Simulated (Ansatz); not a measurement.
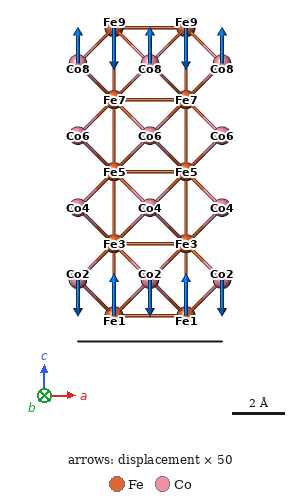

This is a relaxation of a slab of composition Fe5Co4 (cut from the Pm-3m phase). The starting structure is drawn; blue arrows show the displacements, magnified 50 times.

Style: ball-and-stick. Shown: the 2 × 2 repeat of the cell, outlined in the plane, without the vacuum, along the b axis.

Case: (1 0 0) slab, atoms relaxed. The slab is the (1 0 0) face of FeCo.

Computed with DFT PBEsol, scalar-relativistic, plane waves, PAW in Ansatz 0.2.0.

The input:
```yaml
crystal:
  lattice:
    - [2.800416293, 0.0, 0.0]
    - [0.0, 2.800416293, 0.0]
    - [0.0, 0.0, 26.201665172]
  atoms:
    - { symbol: Fe, position: [0.5, 0.5, 0.2862413496], spin: 2.99 }
    - { symbol: Co, position: [0.0, 0.0, 0.3396810122], spin: 1.98 }
    - { symbol: Fe, position: [0.5, 0.5, 0.3931206748], spin: 2.99 }
    - { symbol: Co, position: [0.0, 0.0, 0.4465603374], spin: 1.98 }
    - { symbol: Fe, position: [0.5, 0.5, 0.5], spin: 2.99 }
    - { symbol: Co, position: [0.0, 0.0, 0.5534396626], spin: 1.98 }
    - { symbol: Fe, position: [0.5, 0.5, 0.6068793252], spin: 2.99 }
    - { symbol: Co, position: [0.0, 0.0, 0.6603189878], spin: 1.98 }
    - { symbol: Fe, position: [0.5, 0.5, 0.7137586504], spin: 2.99 }
basis:
  ecutwfc: 420
kpoints:
  mp_grid: { grid: [12, 12, 1] }
hamiltonian:
  xc: pbesol
scf:
  occupations: { method: gaussian, width: 0.1 }
output:
  forces: true
  eigenvalues: true
  populations: true
magnetization:
  spin_polarized: true
relax:
  adjacent_minimum: "off"
  f_tol: 0.02
  max_steps: 60
efield:
  axis: 3
  dipole_correction: true
  ramp_width: 0.04
checkpoint:
  read: start.run
  write: ck
  compress: false
  write_wavefunctions: false
  write_every: 100000
```

Run as
```bash
ansatz run input.yaml --threads 2 --pin off --max-ram 5120MiB --backend cpu --events-out ev --progress --plain --runs-dir out
```

> What happened in the run?

The energy falls by 19.1 meV per cell of the calculation in 2 accepted moves (3 points after the start). The largest force component goes from 0.35 to 0.015 eV/Å. 1 step only repeated the SCF at the same geometry. The largest moves, 0.033 Å, are those of Fe1 and Fe9. Fe1 goes along the normal (+c). By element the largest moves are Fe 0.033 Å, Co 0.029 Å. The lattice vectors keep their values. Some distances before and after: Co8–Fe9 2.425 → 2.390 Å, Fe1–Fe3 2.800 → 2.767 Å, Co2–Fe3 2.425 → 2.442 Å. The run took 2.4 min on 2 threads of Intel(R) Xeon(R) 6975P-C (Granite Rapids), with other jobs on the host, peak memory 1.2 GiB.
